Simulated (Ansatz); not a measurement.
Read the following structure.

```cif
data_structure
_symmetry_space_group_name_H-M 'P 1'
_symmetry_Int_Tables_number 1
_cell_length_a 2.7310
_cell_length_b 4.7302
_cell_length_c 4.4285
_cell_angle_alpha 90.000
_cell_angle_beta 90.000
_cell_angle_gamma 90.000
_cell_volume 57.21
loop_
_atom_site_label
_atom_site_type_symbol
_atom_site_fract_x
_atom_site_fract_y
_atom_site_fract_z
_atom_site_occupancy
Rh1 Rh 0.50000 0.13496 0.75000 1
Rh2 Rh 0.00000 0.36504 0.25000 1
Rh3 Rh 0.00000 0.63496 0.75000 1
Rh4 Rh 0.50000 0.86504 0.25000 1
```

**Give a crystallographic description of this input.**

The element is rhodium. The atoms follow space group Cmcm (No. 63); the Bravais lattice is base-centred orthorhombic. The cell holds four atoms.

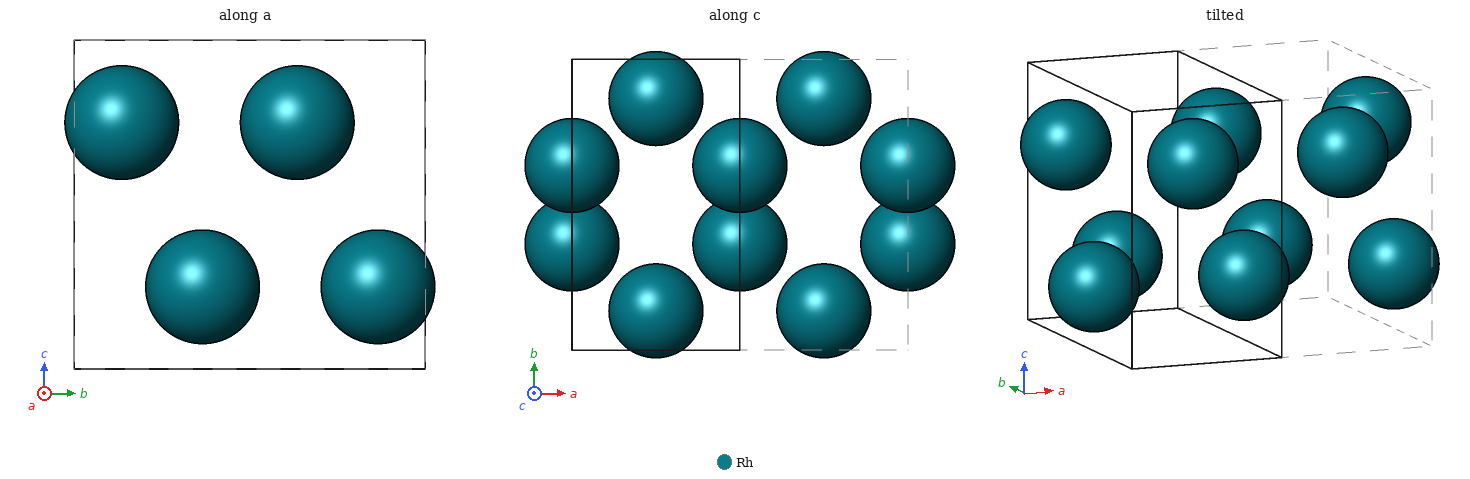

Spheres-only representation of a periodic structure, projected along the a axis, along the c axis and slightly off an axis. The conventional unit cell (solid box) is repeated to 2×1×1 cells. Colours: rhodium blue.

Its origin is a structure listed in the Materials Project. The cell was then strained or its atoms displaced on purpose. A calculation with Ansatz used it as input.

At this level of theory the run's own cell isn't at rest (stretched, at -11 GPa and forces up to 1.1 eV/Å), so its distances can differ from those at equilibrium, the more so the softer the solid.
